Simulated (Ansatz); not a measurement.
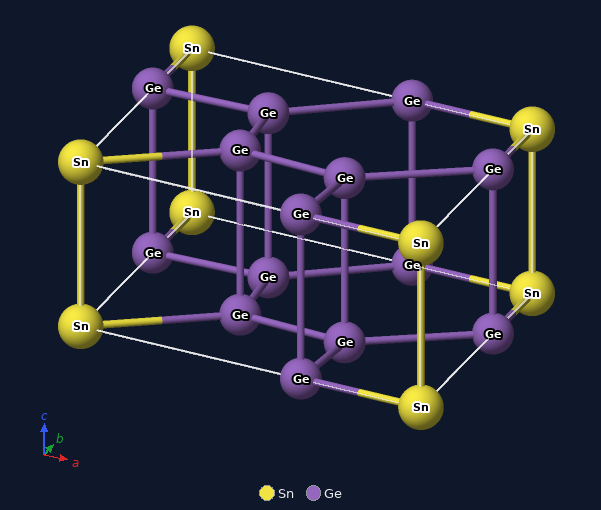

The figure gives a ball-and-stick picture of the atoms, viewed slightly off an axis. One conventional unit cell is outlined, and atoms on its boundary appear in each equivalent place. Cell: a = 7.90 Å, b = 7.90 Å, c = 2.85 Å, α = 90.00°, β = 90.00°, γ = 120.00°.

Provenance: a random cell made by a generator, so it need not be a real form of the compound. Earlier steps of the study may have refined or changed the cell and positions. A calculation with Ansatz used it as input.

Characterise what is shown.

Answer. Formula: SnGe$_{5}$. The space group is P-62m (No. 189); the lattice is primitive hexagonal. The cell holds 6 atoms (1 Sn, 5 Ge), Z = 1. Within bonding distance, the neighbour counts come to Sn 5 and Ge 5.

Electronic-structure method: Ansatz 0.2.0, DFT PBE, scalar-relativistic, plane waves, PAW. Parameters: plane waves up to 420 eV, 6×6×14 k-mesh, Gaussian smearing of 0.1 eV, no spin polarisation.

Predict the gap.

Answer. A metal: bands cross the Fermi level.

How charged are the atoms, by the Bader scheme?

Answer. Sn +0.21 e; Ge -0.06 to -0.01 e.

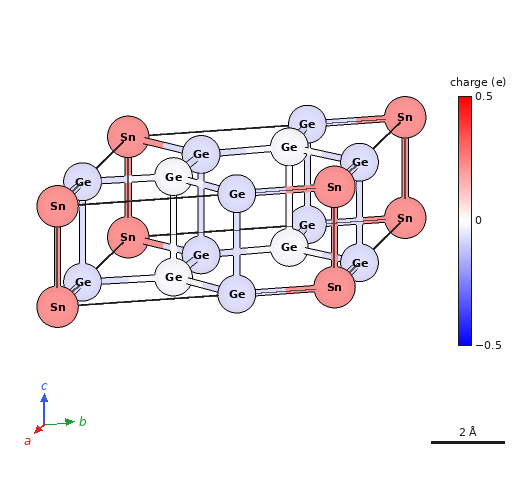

The atoms coloured by those charges. The run's cell of 6 atoms is drawn.

Does the calculation find this structure at rest?

Answer. Yes. All forces vanish to within 0.01 eV/Å. The pressure is 0.0 GPa, close to zero.
